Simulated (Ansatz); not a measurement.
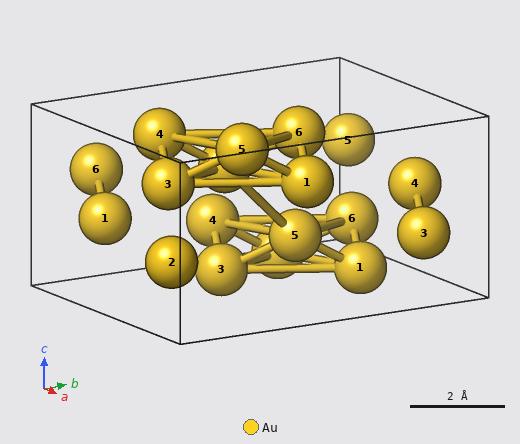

This is the input geometry for a relaxation of a crystal of Au (built on the S_148 type) (coarse preliminary run). A ball-and-stick model of the conventional cell (3 times the calculation's cell), seen slightly off an axis. Lengths and directions refer to the drawn axes.

Case: S type (R-3, No. 148).

Method: Ansatz, DFT PBE, scalar-relativistic, plane waves, PAW.

Input
```yaml
crystal:
  lattice:
    - [5.0043372497, 2.8892554582, 1.3092621468]
    - [-5.0043372497, 2.8892554582, 1.3092621468]
    - [0.0, -5.7785109164, 1.3092621468]
  atoms:
    - { symbol: Au, position: [0.5845, 0.351, 0.2465] }
    - { symbol: Au, position: [0.2465, 0.5845, 0.351] }
    - { symbol: Au, position: [0.351, 0.2465, 0.5845] }
    - { symbol: Au, position: [0.4155, 0.649, 0.7535] }
    - { symbol: Au, position: [0.7535, 0.4155, 0.649] }
    - { symbol: Au, position: [0.649, 0.7535, 0.4155] }
basis:
  ecutwfc: 420
kpoints:
  mp_grid: { grid: [6, 6, 6] }
hamiltonian:
  xc: pbe
scf:
  occupations: { method: gaussian, width: 0.1 }
  lower_state_search: "off"
output:
  forces: true
  stress: true
  eigenvalues: true
relax:
  adjacent_minimum: "off"
  f_tol: 0.04
  max_steps: 70
  cell: { stress_tol: 0.4 }
```

> Where does the relaxation end?

The largest moves relative to the cell, 0.78 Å, are those of Au1, Au2, Au3, Au4, Au5 and Au6. Au6 goes along [−1 0 3]. The drawn cell changes as follows: a = b 10.009 → 9.041 Å (−9.7 %), c 3.928 → 4.749 Å (+20.9 %); the volume changes by −1.3 %. Some distances before and after: Au1–Au4 4.008 → 2.968 Å, Au1–Au5 1.922 → 2.906 Å, Au1–Au5 (another image) 3.547 → 2.904 Å, Au1–Au2 3.201 → 2.810 Å. New bonds form: Au1–Au4 (4.01 → 2.97 Å), Au2–Au5 (4.01 → 2.97 Å), Au3–Au6 (4.01 → 2.97 Å). Among the angles between lasting bonds that change: Au5–Au1–Au6 102.6° → 59.8°, Au3–Au1–Au4 106.2° → 84.4°, Au4–Au1–Au6 161.3° → 140.3°. The space group (tolerance 0.01 Å) goes from R-3 (No. 148) to R-3c (No. 167). The energy falls by 44.758 eV per cell of the calculation in 10 accepted moves (12 points after the start). The largest force component goes from 31 to 0.0051 eV/Å. The pressure goes from 180.57 to −0.24 GPa. The SCF was repeated twice at an unchanged geometry on a basis and grid sized afresh for the cell, which shifted the energy by 32.9 meV per cell of the calculation at most. The run took roughly 2.1 core-minutes on a shared host.

Final geometry:

```
CELL_PARAMETERS angstrom
4.52047 2.60989 1.58313
-4.52047 2.60989 1.58313
0.00000 -5.21979 1.58313
ATOMIC_POSITIONS crystal
Au 0.43495 0.25004 0.06477
Au 0.06477 0.43495 0.25004
Au 0.25004 0.06477 0.43495
Au 0.56505 0.74996 0.93523
Au 0.93523 0.56505 0.74996
Au 0.74996 0.93523 0.56505
```

The end point in the same view:

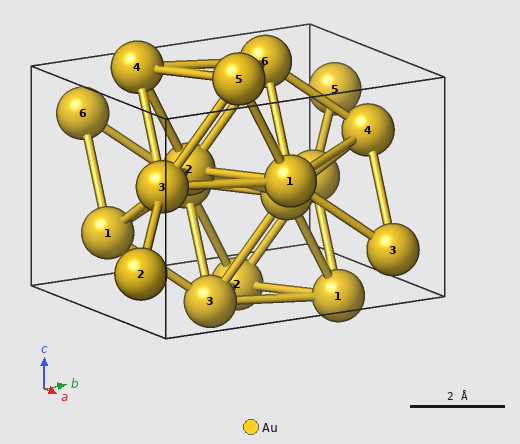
